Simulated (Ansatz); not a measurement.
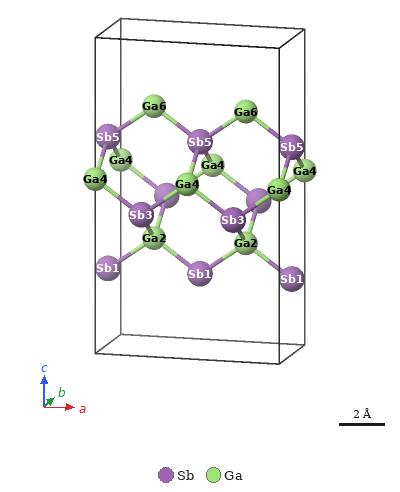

*The starting structure (ball-and-stick view of the 2 × 1 repeat of the cell, with the vacuum cut short, seen slightly off an axis; atoms are numbered from 1 in the order of the input). An atom can appear more than once, as a periodic image.*

Near neighbours in the periodic cell (some may lie outside the picture): Sb has 2 Ga at 2.65 Å; Ga has 4 Sb at 2.65 Å; Sb has 4 Ga at 2.65 Å; Ga has 2 Sb at 2.65 Å.

**GaSb: geometry relaxation (part 1 of 2)**

GaSb (slab, 6 atoms in the cell), computed with DFT PBEsol, scalar-relativistic, plane waves, PAW, no spin polarisation (Ansatz 0.2.0).

The structure derives from an entry of the Crystallography Open Database. The input holds or restrains some coordinates. Forces given for the steps count only the free coordinates. It belongs to a series of runs on one base structure; here: clean slab, lower half held. Figures and captions count atoms from 1; the log counts them from 0 in places.

**The input**
```yaml
crystal:
  lattice:
    - [4.3212908972, 0.0, 0.0]
    - [0.0, 4.3212908972, 0.0]
    - [0.0, 0.0, 24.6390352422]
  atoms:
    - { symbol: Sb, position: [0.0, 0.5, 0.3449810399] }
    - { symbol: Ga, position: [0.5, 0.5, 0.4069886239] }
    - { symbol: Sb, position: [0.5, 0.0, 0.468996208] }
    - { symbol: Ga, position: [0.0, 0.0, 0.531003792] }
    - { symbol: Sb, position: [0.0, 0.5, 0.5930113761] }
    - { symbol: Ga, position: [0.5, 0.5, 0.6550189601] }
basis:
  ecutwfc: 420
kpoints:
  mp_grid: { grid: [7, 7, 1] }
hamiltonian:
  xc: pbesol
scf:
  occupations: { method: gaussian, width: 0.1 }
output:
  forces: true
  eigenvalues: true
  write_density: true
  write_potential: true
  elf: true
  volumetric_format: npy
relax:
  adjacent_minimum: "off"
  f_tol: 0.03
  max_steps: 70
  constraints: [{ sites: [0, 1, 2] }]
efield:
  axis: 3
  dipole_correction: true
  ramp_width: 0.04
```

Run as:
```bash
ansatz run input.yaml --threads 2 --pin off --max-ram 5120MiB --backend cpu --events-out ev --progress --plain --runs-dir out
```

**What the program printed**
```
Engine: ansatz 0.2.0, x86_64-unknown-linux-gnu
Pseudopotentials: kind: paw
Pseudopotential: Sb, paw, valence charge 15, recommended cutoff 420 eV (normal), Sb.paw.azcp
Pseudopotential: Ga, paw, valence charge 13, recommended cutoff 420 eV (normal), Ga.paw.azcp
Functional definition: PBEsol
  exchange = pbesol_x
  correlation = pbesol_c
Crystal: 6 atoms, lattice volume = 460.098 Å³
Basis set: ecut = 420 eV, 9003 PW (Γ), exchange–correlation on 60×60×360 points (8 copies of the dense FFT grid, shifted against one another)
Bands: 51, of which v1, the nominal top of the filled ones, is band 42 counted from 1 (41 counted from 0)
Symmetry: 4 space group operations
Space group: Pmm2 (ITA 25), of the structure as read, at distance tolerance 7.7e-5 Å
k-points: 16 of 49
Non-local potential: Sb, projectors of the file, l = 0: 2, l = 1: 2, l = 2: 2, l = 3: 2
Non-local potential: Ga, projectors of the file, l = 0: 2, l = 1: 2, l = 2: 3, l = 3: 1
PAW form: soft (Blöchl's): semilocal exchange-correlation on the pseudo side does not see the compensation charge
PAW frozen core: Sb, regenerated for the run's functional, and the local potential with it (the file was generated under x = pbe(κ = 0.804, μ = 0.2195149727645171), c = pbe(β = 0.06672455060314922))
PAW frozen core: Ga, regenerated for the run's functional, and the local potential with it (the file was generated under x = pbe(κ = 0.804, μ = 0.2195149727645171), c = pbe(β = 0.06672455060314922))
PAW one-centre angular grid: Sb, 590 points (default); XC on 64 Gauss nodes
PAW one-centre angular grid: Ga, 590 points (default); XC on 64 Gauss nodes
Initial density: superposition of atomic densities (neutral atoms: chi_scale 0, normalization atom), corrected by the library's trained network
Initial wavefunctions: pseudopotential atomic-orbital guess
Functional: x = pbesol(κ = 0.804, μ = 0.12345679012345678), c = pbesol(β = 0.046)
SCF iter   1: F=—  HF=-30451.772224 eV  |F-HF|=—  |Δ(HF+E_count)|=         —  Δρ=2.11e-3  dr2=7.99e-2  ethr=1.77e-3  p=0.089 e·Å  D=3.49e-2 V/Å  ΔV_dip=-0.86 eV  dr2_dipole=8.11e-3  V_vac-E_F(+/−)=4.46/5.32 eV  ⟨swp⟩=8.1  Hψ=3324  notcnv=0  defer=2
efield: sawtooth ramp at fractional position 0.9800 (placed from the atoms, in the widest stretch of the axis that holds none; the zero of the levels goes with the place), width 0.0400; the density the first Hamiltonian is built on has a dipole p = 0.089 e·Å; the dipole correction subtracts the counter field D = 3.49e-2 V/Å, which shifts the + side's vacuum level by -0.86 eV against the − side's; the planar-averaged density in the ramp window peaks in size at 3.5e-6 e/Å³
preconditioner: auto → LDOS  [metal: Δε(μ)=0.012 eV  Ē_g=13.143 eV  σ=0.100 eV  W_gap=0.07  n_scr=60 (ndim 8)  ℏωp=12.7 eV  f_vac=0.568  D(μ)=4.42/eV (n_scr^D=10)  β→1.0]
SCF iter   2: F=—  HF=-30451.757243 eV  |F-HF|=—  |Δ(HF+E_count)|=   1.50e-2  Δρ=9.37e-4  dr2=1.09e-2  ethr=9.51e-5  p=0.091 e·Å  D=3.57e-2 V/Å  ΔV_dip=-0.88 eV  dr2_dipole=1.54e-3  V_vac-E_F(+/−)=4.40/5.28 eV  ⟨swp⟩=2.0  Hψ=1516  notcnv=0  defer=46
SCF iter   3: F=—  HF=-30451.757422 eV  |F-HF|=—  |Δ(HF+E_count)|=   1.78e-4  Δρ=5.13e-4  dr2=3.36e-3  ethr=1.30e-5  p=0.093 e·Å  D=3.64e-2 V/Å  ΔV_dip=-0.90 eV  dr2_dipole=4.78e-5  V_vac-E_F(+/−)=4.37/5.27 eV  ⟨swp⟩=2.0  Hψ=1282  notcnv=0  defer=46
SCF iter   4: F=—  HF=-30451.757170 eV  |F-HF|=—  |Δ(HF+E_count)|=   2.52e-4  Δρ=3.24e-4  dr2=7.12e-4  ethr=4.00e-6  p=0.093 e·Å  D=3.67e-2 V/Å  ΔV_dip=-0.90 eV  dr2_dipole=1.53e-5  V_vac-E_F(+/−)=4.35/5.26 eV  ⟨swp⟩=2.0  Hψ=1282  notcnv=0  defer=46
SCF iter   5: F=—  HF=-30451.756955 eV  |F-HF|=—  |Δ(HF+E_count)|=   2.15e-4  Δρ=1.48e-4  dr2=1.65e-4  ethr=8.48e-7  p=0.094 e·Å  D=3.70e-2 V/Å  ΔV_dip=-0.91 eV  dr2_dipole=3.22e-6  V_vac-E_F(+/−)=4.34/5.25 eV  ⟨swp⟩=2.0  Hψ=1199  notcnv=0  defer=46
SCF iter   6: F=—  HF=-30451.756920 eV  |F-HF|=—  |Δ(HF+E_count)|=   3.50e-5  Δρ=3.43e-5  dr2=3.21e-5  ethr=1.97e-7  p=0.095 e·Å  D=3.72e-2 V/Å  ΔV_dip=-0.92 eV  dr2_dipole=3.03e-6  V_vac-E_F(+/−)=4.33/5.25 eV  ⟨swp⟩=2.0  Hψ=1282  notcnv=0  defer=46
SCF iter   7: F=-30451.756918 eV  HF=-30451.756918 eV  |F-HF|=7.99e-7  |Δ(HF+E_count)|=   1.48e-6  Δρ=1.21e-5  dr2=1.83e-6  ethr=2.68e-8  p=0.095 e·Å  D=3.73e-2 V/Å  ΔV_dip=-0.92 eV  dr2_dipole=6.56e-11  V_vac-E_F(+/−)=4.33/5.25 eV  ⟨swp⟩=19.6  Hψ=8652  notcnv=0
SCF 1 converged in 7 iterations: F = -30451.756918 eV  dr2 = 1.83e-6
  greatest PAW one-centre occupation: 0.996 electrons in one spin orbital (limit 2), on the Sb atom at site 0 (counted from 0), in its partial waves of l = 2
relax step   1: F+E_penalty+E_count = -30451.75691767 eV  Δ(F+E_penalty+E_count) = +0.000e0 eV  max|allowed force component| = 3.518e-1 eV/Å  Δτ_max = 0.0000 Å  (7 SCF iters, dr2 threshold 2.25e-5 eV, accepted)
Initial density: handed on by an earlier stage of this run
Initial wavefunctions: those handed on with the density
iter 1 solved again at ethr=9.19e-5 eV; its pass at ethr=3.10e-3 eV (dr2=7.72e-2 eV) is discarded
SCF iter   1: F=—  HF=-30451.773020 eV  |F-HF|=—  |Δ(HF+E_count)|=         —  Δρ=1.77e-3  dr2=9.62e-2  ethr=9.19e-5  p=0.095 e·Å  D=3.73e-2 V/Å  ΔV_dip=-0.92 eV  dr2_dipole=3.79e-2  V_vac-E_F(+/−)=4.36/5.28 eV  ⟨swp⟩=1.0  Hψ=2530  notcnv=0  defer=50
efield: sawtooth ramp at fractional position 0.9800 (handed on by an earlier solve), width 0.0400; the density the first Hamiltonian is built on has a dipole p = 0.095 e·Å; the dipole correction subtracts the counter field D = 3.73e-2 V/Å, which shifts the + side's vacuum level by -0.92 eV against the − side's; the planar-averaged density in the ramp window peaks in size at 7.3e-6 e/Å³
eigensolver tolerance schedule calibrated: the retry pair's looser diagonalisation under-reported the residual by θ = 0.20 (0.13/decade); ethr = c·dr2/N_el runs at the constant in force after the calibration composes with the one it found (an armed cap, an earlier calibration), c = 6.0e-2
preconditioner: auto → LDOS  [metal: Δε(μ)=0.030 eV  Ē_g=13.094 eV  σ=0.100 eV  W_gap=0.17  n_scr=60 (ndim 8)  ℏωp=12.7 eV  f_vac=0.566  D(μ)=5.53/eV (n_scr^D=14)  β→1.0]
SCF iter   2: F=—  HF=-30451.768449 eV  |F-HF|=—  |Δ(HF+E_count)|=   4.57e-3  Δρ=4.52e-4  dr2=7.77e-3  ethr=6.83e-5  p=0.093 e·Å  D=3.67e-2 V/Å  ΔV_dip=-0.90 eV  dr2_dipole=2.94e-3  V_vac-E_F(+/−)=4.36/5.26 eV  ⟨swp⟩=1.8  Hψ=803  notcnv=0  defer=50
SCF iter   3: F=—  HF=-30451.768399 eV  |F-HF|=—  |Δ(HF+E_count)|=   5.06e-5  Δρ=2.96e-4  dr2=2.06e-3  ethr=5.52e-6  p=0.092 e·Å  D=3.63e-2 V/Å  ΔV_dip=-0.89 eV  dr2_dipole=6.09e-4  V_vac-E_F(+/−)=4.36/5.25 eV  ⟨swp⟩=2.0  Hψ=1196  notcnv=0  defer=50
SCF iter   4: F=—  HF=-30451.768202 eV  |F-HF|=—  |Δ(HF+E_count)|=   1.96e-4  Δρ=1.64e-4  dr2=1.87e-4  ethr=1.47e-6  p=0.092 e·Å  D=3.63e-2 V/Å  ΔV_dip=-0.89 eV  dr2_dipole=2.17e-8  V_vac-E_F(+/−)=4.36/5.25 eV  ⟨swp⟩=2.0  Hψ=1141  notcnv=0  defer=50
SCF iter   5: F=—  HF=-30451.768133 eV  |F-HF|=—  |Δ(HF+E_count)|=   6.93e-5  Δρ=4.87e-5  dr2=4.46e-5  ethr=1.33e-7  p=0.092 e·Å  D=3.63e-2 V/Å  ΔV_dip=-0.89 eV  dr2_dipole=2.32e-6  V_vac-E_F(+/−)=4.36/5.25 eV  ⟨swp⟩=2.0  Hψ=1204  notcnv=0  defer=50
SCF iter   6: F=—  HF=-30451.768129 eV  |F-HF|=—  |Δ(HF+E_count)|=   4.39e-6  Δρ=1.80e-5  dr2=9.74e-6  ethr=3.17e-8  p=0.092 e·Å  D=3.63e-2 V/Å  ΔV_dip=-0.89 eV  dr2_dipole=1.00e-7  V_vac-E_F(+/−)=4.35/5.25 eV  ⟨swp⟩=2.0  Hψ=1151  notcnv=0  defer=50
SCF iter   7: F=-30451.768127 eV  HF=-30451.768128 eV  |F-HF|=1.86e-6  |Δ(HF+E_count)|=   3.15e-7  Δρ=8.02e-6  dr2=2.08e-6  ethr=5.49e-9  p=0.092 e·Å  D=3.63e-2 V/Å  ΔV_dip=-0.90 eV  dr2_dipole=2.04e-7  V_vac-E_F(+/−)=4.35/5.25 eV  ⟨swp⟩=19.3  Hψ=7373  notcnv=0
SCF 2 converged in 7 iterations: F = -30451.768127 eV  dr2 = 2.08e-6
  Residual-converged pass: ⟨swp⟩=1.1  Hψ=884  notcnv=0  max |occ|·‖R‖ = 7.1e-9 eV (tolerance 1.0e-8 eV)  dr2=2.08e-6  dr2_onsite=1.84e-8  max |Δocc| = 1.3e-10
relax step   2: F+E_penalty+E_count = -30451.76812661 eV  Δ(F+E_penalty+E_count) = -1.121e-2 eV  max|allowed force component| = 3.121e-1 eV/Å  Δτ_max = 0.1341 Å  (7 SCF iters, dr2 threshold 7.73e-6 eV, accepted)
SCF iter   1: F=—  HF=-30451.776041 eV  |F-HF|=—  |Δ(HF+E_count)|=         —  Δρ=6.77e-4  dr2=8.85e-3  ethr=1.52e-4  p=0.092 e·Å  D=3.63e-2 V/Å  ΔV_dip=-0.90 eV  dr2_dipole=3.40e-3  V_vac-E_F(+/−)=4.34/5.24 eV  ⟨swp⟩=2.9  Hψ=1400  notcnv=0  defer=46
efield: sawtooth ramp at fractional position 0.9800 (handed on by an earlier solve), width 0.0400; the density the first Hamiltonian is built on has a dipole p = 0.092 e·Å; the dipole correction subtracts the counter field D = 3.63e-2 V/Å, which shifts the + side's vacuum level by -0.90 eV against the − side's; the planar-averaged density in the ramp window peaks in size at 4.5e-6 e/Å³
preconditioner: auto → LDOS  [metal: Δε(μ)=0.026 eV  Ē_g=13.118 eV  σ=0.100 eV  W_gap=0.15  n_scr=60 (ndim 8)  ℏωp=12.7 eV  f_vac=0.568  D(μ)=5.04/eV (n_scr^D=10)  β→1.0]
SCF iter   2: F=—  HF=-30451.775578 eV  |F-HF|=—  |Δ(HF+E_count)|=   4.63e-4  Δρ=1.71e-4  dr2=3.36e-4  ethr=1.05e-5  p=0.093 e·Å  D=3.66e-2 V/Å  ΔV_dip=-0.90 eV  dr2_dipole=4.63e-5  V_vac-E_F(+/−)=4.34/5.24 eV  ⟨swp⟩=1.3  Hψ=949  notcnv=0  defer=46
SCF iter   3: F=—  HF=-30451.775543 eV  |F-HF|=—  |Δ(HF+E_count)|=   3.51e-5  Δρ=1.10e-4  dr2=1.97e-4  ethr=4.00e-7  p=0.093 e·Å  D=3.67e-2 V/Å  ΔV_dip=-0.90 eV  dr2_dipole=5.40e-5  V_vac-E_F(+/−)=4.34/5.25 eV  ⟨swp⟩=2.0  Hψ=1390  notcnv=0  defer=46
SCF iter   4: F=—  HF=-30451.775519 eV  |F-HF|=—  |Δ(HF+E_count)|=   2.44e-5  Δρ=3.82e-5  dr2=1.49e-5  ethr=2.35e-7  p=0.093 e·Å  D=3.67e-2 V/Å  ΔV_dip=-0.90 eV  dr2_dipole=7.75e-7  V_vac-E_F(+/−)=4.34/5.25 eV  ⟨swp⟩=2.0  Hψ=1385  notcnv=0  defer=46
SCF iter   5: F=-30451.775513 eV  HF=-30451.775516 eV  |F-HF|=3.66e-6  |Δ(HF+E_count)|=   2.36e-6  Δρ=1.40e-5  dr2=3.42e-6  ethr=7.25e-9  p=0.093 e·Å  D=3.67e-2 V/Å  ΔV_dip=-0.90 eV  dr2_dipole=5.19e-7  V_vac-E_F(+/−)=4.34/5.25 eV  ⟨swp⟩=19.4  Hψ=8525  notcnv=0
SCF 3 converged in 5 iterations: F = -30451.775513 eV  dr2 = 3.42e-6
relax step   3: F+E_penalty+E_count = -30451.77551277 eV  Δ(F+E_penalty+E_count) = -7.386e-3 eV  max|allowed force component| = 3.113e-2 eV/Å  Δτ_max = 0.0431 Å  (5 SCF iters, dr2 threshold 6.09e-6 eV, accepted)
SCF iter   1: F=—  HF=-30451.775657 eV  |F-HF|=—  |Δ(HF+E_count)|=         —  Δρ=1.59e-4  dr2=5.63e-5  ethr=4.56e-6  p=0.093 e·Å  D=3.67e-2 V/Å  ΔV_dip=-0.90 eV  dr2_dipole=1.76e-7  V_vac-E_F(+/−)=4.34/5.25 eV  ⟨swp⟩=2.0  Hψ=1357  notcnv=0  defer=51
efield: sawtooth ramp at fractional position 0.9800 (handed on by an earlier solve), width 0.0400; the density the first Hamiltonian is built on has a dipole p = 0.093 e·Å; the dipole correction subtracts the counter field D = 3.67e-2 V/Å, which shifts the + side's vacuum level by -0.90 eV against the − side's; the planar-averaged density in the ramp window peaks in size at 4.5e-6 e/Å³
preconditioner: auto → LDOS  [metal: Δε(μ)=0.022 eV  Ē_g=13.109 eV  σ=0.100 eV  W_gap=0.12  n_scr=60 (ndim 8)  ℏωp=12.7 eV  f_vac=0.567  D(μ)=5.13/eV (n_scr^D=10)  β→1.0]
SCF iter   2: F=—  HF=-30451.775603 eV  |F-HF|=—  |Δ(HF+E_count)|=   5.44e-5  Δρ=3.38e-5  dr2=8.30e-6  ethr=6.71e-8  p=0.093 e·Å  D=3.67e-2 V/Å  ΔV_dip=-0.90 eV  dr2_dipole=1.24e-8  V_vac-E_F(+/−)=4.34/5.25 eV  ⟨swp⟩=2.0  Hψ=1573  notcnv=0  defer=48
SCF iter   3: F=—  HF=-30451.775604 eV  |F-HF|=—  |Δ(HF+E_count)|=   6.17e-7  Δρ=2.46e-5  dr2=3.74e-6  ethr=9.88e-9  p=0.093 e·Å  D=3.67e-2 V/Å  ΔV_dip=-0.90 eV  dr2_dipole=5.75e-8  V_vac-E_F(+/−)=4.34/5.25 eV  ⟨swp⟩=2.0  Hψ=1391  notcnv=0  defer=48
SCF iter   4: F=—  HF=-30451.775602 eV  |F-HF|=—  |Δ(HF+E_count)|=   1.37e-6  Δρ=7.65e-6  dr2=1.11e-6  ethr=4.45e-9  p=0.093 e·Å  D=3.67e-2 V/Å  ΔV_dip=-0.90 eV  dr2_dipole=2.10e-9  V_vac-E_F(+/−)=4.34/5.25 eV  ⟨swp⟩=2.1  Hψ=1183  notcnv=0  defer=48
SCF iter   5: F=—  HF=-30451.775602 eV  |F-HF|=—  |Δ(HF+E_count)|=   5.61e-9  Δρ=4.75e-6  dr2=2.63e-7  ethr=1.32e-9  p=0.093 e·Å  D=3.67e-2 V/Å  ΔV_dip=-0.90 eV  dr2_dipole=7.08e-9  V_vac-E_F(+/−)=4.34/5.25 eV  ⟨swp⟩=2.0  Hψ=1389  notcnv=0  defer=48
SCF iter   6: F=-30451.775602 eV  HF=-30451.775602 eV  |F-HF|=1.65e-8  |Δ(HF+E_count)|=   2.21e-8  Δρ=1.07e-6  dr2=3.98e-8  ethr=1.19e-10  p=0.093 e·Å  D=3.67e-2 V/Å  ΔV_dip=-0.90 eV  dr2_dipole=4.62e-11  V_vac-E_F(+/−)=4.34/5.25 eV  ⟨swp⟩=16.2  Hψ=6399  notcnv=0
SCF 4 converged in 6 iterations: F = -30451.775602 eV  dr2 = 3.98e-8
relax step   4: F+E_penalty+E_count = -30451.77560219 eV  Δ(F+E_penalty+E_count) = -8.941e-5 eV  max|allowed force component| = 9.088e-3 eV/Å  Δτ_max = 0.0069 Å  (6 SCF iters, accepted)
```

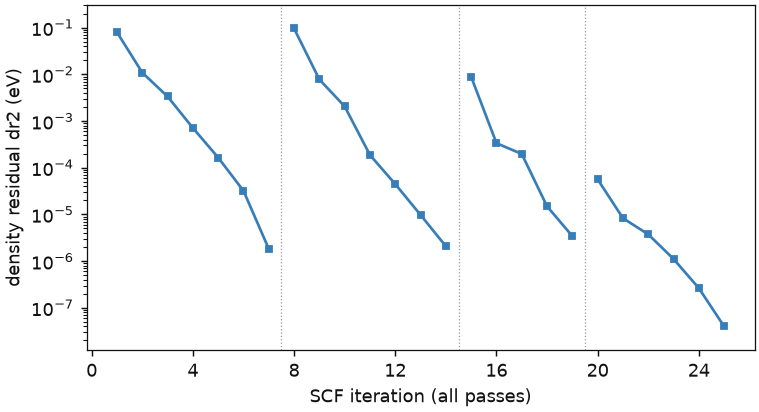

*Convergence of the self-consistent field: density residual dr2 against the SCF iteration. The dotted lines part the SCF passes of the relaxation: geometry steps, rejected trials and re-solves on a re-selected basis.*

The passes take 7, 7, 5 and 6 iterations.

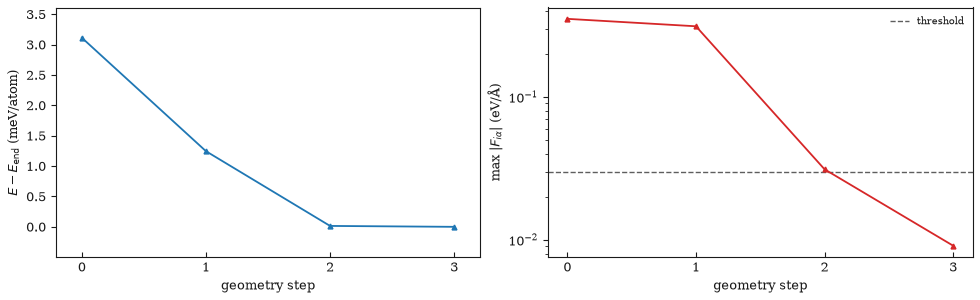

*Progress of the restrained relaxation, step by step (the first geometry is step 0 here and step 1 in the log).*
